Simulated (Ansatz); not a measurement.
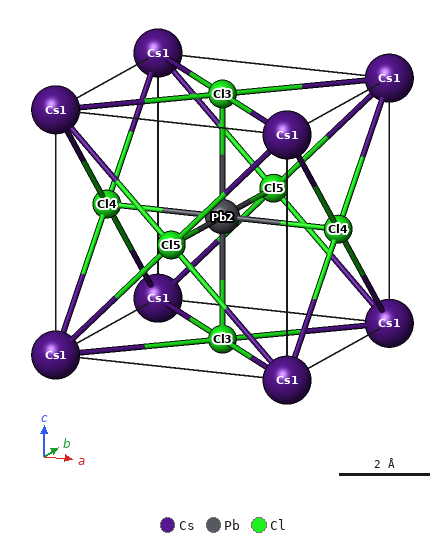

*The structure (ball-and-stick view of the cell of the calculation, seen slightly off an axis; atoms are numbered from 1 in the order of the input).*

Run report: CsPbCl3, single-point calculation

- system: CsPbCl3 (5 atoms in the cell)
- method: DFT, r2SCAN, plane waves, PAW, no spin polarisation (Ansatz 0.2.0)

The structure derives from an entry of the Crystallography Open Database. The geometry comes from this level: r2SCAN. Figures and captions count atoms from 1; the log counts them from 0 in places.

## Output
```
scf.n_extra_bands = 5 over 22 filled bands (N_el = 44.0): the run solves 27 bands
Engine: ansatz 0.2.0, aarch64-unknown-linux-gnu
Pseudopotentials: kind: paw
Pseudopotential: Cs, paw, valence charge 9, recommended cutoff 500 eV (meta_gga), Cs.paw.azcp
Pseudopotential: Pb, paw, valence charge 14, recommended cutoff 500 eV (meta_gga), Pb.paw.azcp
Pseudopotential: Cl, paw, valence charge 7, recommended cutoff 500 eV (meta_gga), Cl.paw.azcp
Functional definition: r2SCAN
  parameter k0 = 0.174
  parameter k1 = 0.065
  parameter a1 = 4.9479
  exchange = r2scan_x(k0 = k0, k1 = k1, a1 = a1)
  correlation = r2scan_c
Crystal: 5 atoms, lattice volume = 182.934 Å³
Basis set: ecut = 500 eV, 4697 PW (Γ), exchange–correlation on 180×180×180 points (64 copies of the dense FFT grid, shifted against one another)
Bands: 27, of which v1, the nominal top of the filled ones, is band 22 counted from 1 (21 counted from 0)
Symmetry: 48 space group operations
Space group: Pm-3m (ITA 221), of the structure as read, at distance tolerance 5.7e-5 Å
k-points: 10 of 64
Non-local potential: Cs, projectors of the file, l = 0: 3, l = 1: 2, l = 2: 2, l = 3: 2
Non-local potential: Pb, projectors of the file, l = 0: 2, l = 1: 2, l = 2: 2, l = 3: 2
Non-local potential: Cl, projectors of the file, l = 0: 2, l = 1: 2, l = 2: 2
PAW form: soft (Blöchl's): semilocal exchange-correlation on the pseudo side does not see the compensation charge
PAW frozen core: Cs, regenerated for the run's functional (the file was generated under x = pbe(κ = 0.804, μ = 0.2195149727645171), c = pbe(β = 0.06672455060314922))
PAW frozen core: Pb, regenerated for the run's functional (the file was generated under x = pbe(κ = 0.804, μ = 0.2195149727645171), c = pbe(β = 0.06672455060314922))
PAW frozen core: Cl, regenerated for the run's functional (the file was generated under x = pbe(κ = 0.804, μ = 0.2195149727645171), c = pbe(β = 0.06672455060314922))
PAW one-centre angular grid: Cs, 302 points (default); XC on 160 Gauss nodes
PAW one-centre angular grid: Pb, 590 points (default); XC on 160 Gauss nodes
PAW one-centre angular grid: Cl, 302 points (default); XC on 160 Gauss nodes
Initial density: superposition of atomic densities (neutral atoms: chi_scale 0, normalization atom), corrected by the library's trained network
Initial wavefunctions: pseudopotential atomic-orbital guess
Functional: x = r2scan, c = r2scan; τ floored in thin density (d = 2e-4 eV/Å³)
SCF iter   1: F=—  HF=-20866.129940 eV  |F-HF|=—  |Δ(HF+E_count)|=         —  Δρ=4.44e-3  dr2=2.37e-2  dr2_τ=5.83e-3  ethr=1.77e-3  ⟨swp⟩=4.8  Hψ=1133  notcnv=0  defer=24
preconditioner: auto → Resta (q_TF=auto, 2.152 Å⁻¹)  ε∞=2.6  [insulator: Δε(μ)=2.427 eV  Ē_g=13.963 eV  n_scr=26 (ndim 8)  ℏωp=17.8 eV  f_vac=0.073  ε∞_Penn≈2.6]
SCF iter   2: F=—  HF=-20866.153444 eV  |F-HF|=—  |Δ(HF+E_count)|=   2.35e-2  Δρ=2.02e-3  dr2=5.51e-3  dr2_τ=2.29e-4  ethr=5.38e-5  ⟨swp⟩=3.0  Hψ=619  notcnv=0  defer=28
SCF iter   3: F=—  HF=-20866.152782 eV  |F-HF|=—  |Δ(HF+E_count)|=   6.62e-4  Δρ=5.24e-4  dr2=3.72e-4  dr2_τ=5.52e-5  ethr=1.25e-5  ⟨swp⟩=2.5  Hψ=454  notcnv=0  defer=28
SCF iter   4: F=—  HF=-20866.152803 eV  |F-HF|=—  |Δ(HF+E_count)|=   2.11e-5  Δρ=7.97e-5  dr2=1.26e-5  dr2_τ=1.71e-6  ethr=8.45e-7  ⟨swp⟩=2.0  Hψ=456  notcnv=0  defer=28
SCF iter   5: F=—  HF=-20866.152763 eV  |F-HF|=—  |Δ(HF+E_count)|=   3.97e-5  Δρ=2.15e-5  dr2=7.33e-7  dr2_τ=6.30e-8  ethr=2.87e-8  ⟨swp⟩=2.1  Hψ=449  notcnv=0  defer=21
SCF iter   6: F=-20866.152764 eV  HF=-20866.152764 eV  |F-HF|=6.43e-9  |Δ(HF+E_count)|=   6.66e-7  Δρ=3.40e-6  dr2=3.38e-8  dr2_τ=1.56e-9  ethr=2.27e-10  ⟨swp⟩=13.8  Hψ=1773  notcnv=0
SCF 1 converged in 6 iterations: F = -20866.152764 eV  dr2 = 3.38e-8
  greatest PAW one-centre occupation: 0.982 electrons in one spin orbital (limit 2), on the Pb atom at site 1 (counted from 0), in its partial waves of l = 2
```

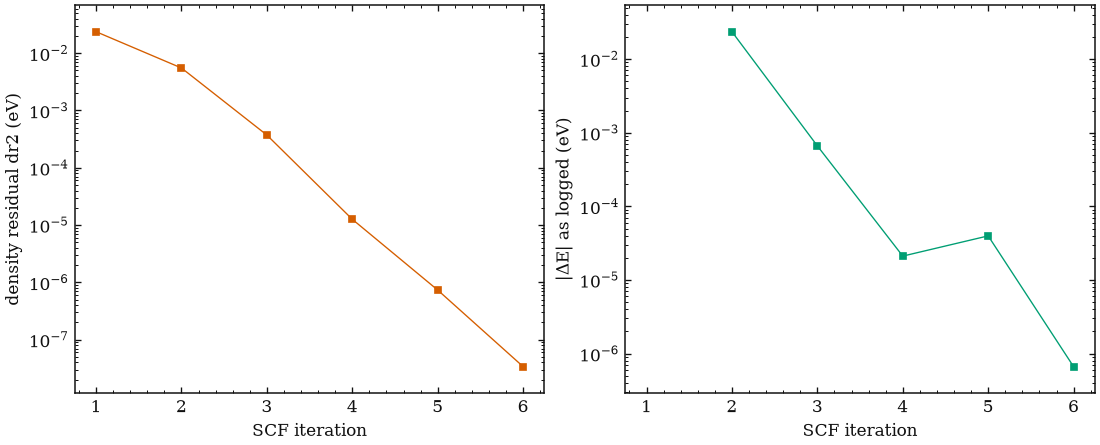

*Convergence of the self-consistent field: density residual dr2 and size of the energy change against the SCF iteration.*

The residual falls at every step.

```
NSCF: frozen V_eff on 4 k-points
SCF converged after 6 iterations
Free energy (F): -20866.152764 eV
Harris-Foulkes:  -20866.152764 eV  (|F-HF|=6.43e-9)
Internal energy: -20866.152764 eV  (E = F + TS)
E sigma→0 (E₀):  -20866.152764 eV
Fermi energy:    3.332007 eV
--- Per-component energies (eV) ---
  E_band       = -274.729255
  E_kinetic    = 910.015637
  E_local      = -2711.386490  (includes V_loc(G=0)·N_el)
  E_nonlocal   = 465.013476
  E_hartree    = 1026.732759
  E_xc         = -684.617301
  E_vxc        = -689.039644  (∫ρ·V_xc dr)
  E_paw        = -17522.393339  (= ΣΔE_a)
  E_vpaw       = -341.884277  (= ΣTr[D̂ρ^β])
  E_aug_tail   = 0.000122  (compensation charges beyond the density's cutoff)
  E_vtau       = 39.085147  (kinetic-family band-sum trace: ∫τ·v_τ [+ j·A + Jᵃ·Aᵃ] dr)
  E_ewald      = -2350.123788
  E_core_change = 0.606161  (= ΣΔE_core)
  E_smearing   = -0.000000  (= −TS)
  E_closure    = -0.000000  (closes the sum)
  Σ components = -20866.152764   (vs F -20866.152764, Δ=0.00e0)
--- Forces (eV/Å), atoms counted from 1 ---
  atom   1  Cs    -0.00000000     0.00000000    -0.00000000
  atom   2  Pb     0.00000000    -0.00000000     0.00000000
  atom   3  Cl    -0.00000000     0.00000000     0.00000000
  atom   4  Cl     0.00000000    -0.00000000    -0.00000000
  atom   5  Cl    -0.00000000    -0.00000000     0.00000000
  max |Σ_I F_I| component: 2.39e-28 eV/Å
--- Stress (GPa, compression-positive) ---
        0.019597       0.000000       0.000000
        0.000000       0.019597       0.000000
        0.000000       0.000000       0.019597
  P = ⅓ Tr σ = 0.0196 GPa (0.196 kbar)
--- Band table (eV; the first three rows and the last of 10) ---
  k-point 0: bands = ["-18.4753", "-13.9484", "-13.9484", "-13.7383", "-13.7383", "-13.7383", "-12.2088", "-11.4204", "-11.4204", "-4.9137", "-4.9137", "-4.9137", "-3.2177", "-1.1609", "-1.1609", "-1.1609", "0.7932", "0.7932", "0.7932", "0.8874", "0.8874", "0.8874", "7.3300", "8.2255", "8.2255", "9.1984", "9.1984"]
  k-point 1: bands = ["-18.4744", "-13.9483", "-13.9006", "-13.7389", "-13.7389", "-13.7382", "-12.1387", "-11.5715", "-11.4195", "-4.9079", "-4.9050", "-4.9050", "-3.8002", "-1.1226", "-1.1226", "-0.1523", "0.7418", "0.7466", "0.7466", "0.8383", "0.8383", "0.9848", "7.7856", "8.4763", "8.6197", "8.7067", "9.2051"]
  k-point 2: bands = ["-18.4734", "-13.9482", "-13.8509", "-13.7395", "-13.7395", "-13.7382", "-11.9660", "-11.8273", "-11.4186", "-4.9021", "-4.8962", "-4.8962", "-4.1591", "-1.0823", "-1.0823", "0.2789", "0.6922", "0.6966", "0.6966", "0.7917", "0.7917", "1.6867", "6.8229", "8.6462", "9.1103", "9.1311", "9.1311"]
  k-point 9: bands = ["-18.4705", "-13.7865", "-13.7865", "-13.7408", "-13.7408", "-13.7408", "-11.8248", "-11.8248", "-11.8248", "-5.5597", "-4.9603", "-4.9603", "-4.9603", "0.2352", "0.2352", "0.2352", "0.6424", "0.6424", "1.2017", "1.2017", "1.2017", "3.3320", "5.7951", "5.7951", "5.7951", "9.1881", "9.5535"]
```

## File bands.tsv
```
# k_distance	band_0	band_1	band_2	band_3	band_4	band_5	band_6	band_7	band_8	band_9	band_10	band_11	band_12	band_13	band_14	band_15	band_16	band_17	band_18	band_19	band_20	band_21	band_22	band_23	band_24	band_25	band_26
# fermi_ev = 3.332007
# lock_threshold_ev = 1e-6
# [0, 0, 0] at k_distance = 0.000000
# [0, 0.5, 0] at k_distance = 0.553416
# [0.5, 0.5, 0] at k_distance = 1.106832
# [0.5, 0.5, 0.5] at k_distance = 1.660248
# levels_relative_to = fermi_ev
# free_energy_ev = -20866.152764
# largest_residual_norms_ev = 4.635e-4 7.304e-4 4.466e-4 2.367e-4 4.616e-4 1.007e-3 1.207e-3 7.346e-4 1.166e-3 1.110e-3 5.693e-4 1.435e-3 8.821e-4 1.665e-3 1.663e-3 1.816e-3 1.993e-3 2.238e-3 1.916e-3 2.266e-3 1.642e-3 1.730e-3 6.745e-4 1.051e-3 1.772e-3 1.208e-3 2.511e-3
0.000000	-21.807349	-17.280393	-17.280393	-17.070261	-17.070261	-17.070261	-15.540810	-14.752439	-14.752439	-8.245744	-8.245744	-8.245744	-6.549723	-4.492929	-4.492929	-4.492929	-2.538826	-2.538826	-2.538826	-2.444619	-2.444619	-2.444619	3.997988	4.893456	4.893456	5.866369	5.866369
0.553416	-21.805439	-17.280204	-17.182889	-17.071531	-17.071531	-17.070230	-15.298029	-15.159355	-14.750641	-8.234117	-8.228175	-8.228175	-7.491152	-4.414271	-4.414271	-3.053135	-2.639811	-2.635449	-2.635449	-2.540350	-2.540350	-1.645275	3.490940	5.314195	5.778259	5.799075	5.799075
1.106832	-21.803862	-17.235313	-17.118585	-17.072771	-17.071491	-17.071491	-15.161421	-15.161421	-15.031141	-8.261648	-8.261648	-8.231539	-8.215250	-4.280847	-3.289207	-2.746131	-2.746131	-2.709205	-2.709205	-2.694203	-2.138928	-0.791320	3.014738	3.014738	5.384050	6.062693	6.350019
1.660248	-21.802545	-17.118554	-17.118554	-17.072808	-17.072808	-17.072808	-15.156812	-15.156812	-15.156812	-8.891700	-8.292318	-8.292318	-8.292318	-3.096759	-3.096759	-3.096759	-2.689601	-2.689601	-2.130277	-2.130277	-2.130277	0.000000	2.463064	2.463064	2.463064	5.856134	6.221534
```

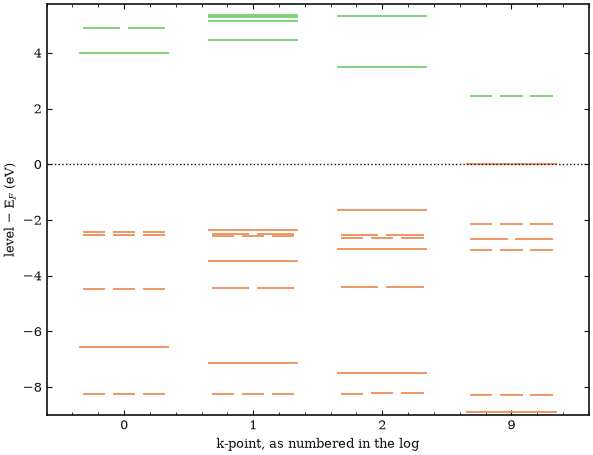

*Kohn–Sham levels near the Fermi level (dotted) at the few k-points that the log prints; levels within 0.02 eV of each other stand side by side.*

Among these points the highest filled and lowest empty levels are 2.46 eV apart, which is the gap on the mesh.

The run was set up as follows.

## Input file
```yaml
crystal:
  lattice:
    - [5.676729525, 0.0, 0.0]
    - [0.0, 5.676729525, 0.0]
    - [0.0, 0.0, 5.676729525]
  atoms:
    - { symbol: Cs, position: [0.0, 0.0, 0.0] }
    - { symbol: Pb, position: [0.5, 0.5, 0.5] }
    - { symbol: Cl, position: [0.5, 0.5, 0.0] }
    - { symbol: Cl, position: [0.0, 0.5, 0.5] }
    - { symbol: Cl, position: [0.5, 0.0, 0.5] }
kpoints:
  mp_grid: { grid: [4, 4, 4] }
  band_path:
    path: [[0.0, 0.0, 0.0], [0.0, 0.5, 0.0], [0.5, 0.5, 0.0], [0.5, 0.5, 0.5]]
    npoints: 1
hamiltonian:
  xc: r2scan
scf:
  occupations: { method: fixed }
  n_extra_bands: 5
output:
  forces: true
  stress: true
  eigenvalues: true
```

Run as:
```bash
ansatz run input.yaml --threads 4 --pin off --max-ram 9216MiB --backend cpu --events-out ev --progress --plain --runs-dir out
```

## Results in brief

| quantity | value |
| --- | --- |
| outcome | converged |
| space group (tolerance 0.01 Å) | Pm-3m (221) |
| electrons treated | 44 |
| free energy | −20866.1528 eV |
| Fermi energy | 3.332 eV |
| gap on the k-point mesh | 2.46 eV |
| pressure | 0.02 GPa |
| largest force (length of the vector) | under 0.001 eV/Å |
| hardware | 4 threads of Arm Neoverse V1, 24 GiB of memory available, shared host |
| wall time | 4.3 s (CPU time 15 s) |
| peak memory | 0.9 GiB |

Spin–orbit coupling is left out, which matters for Pb.
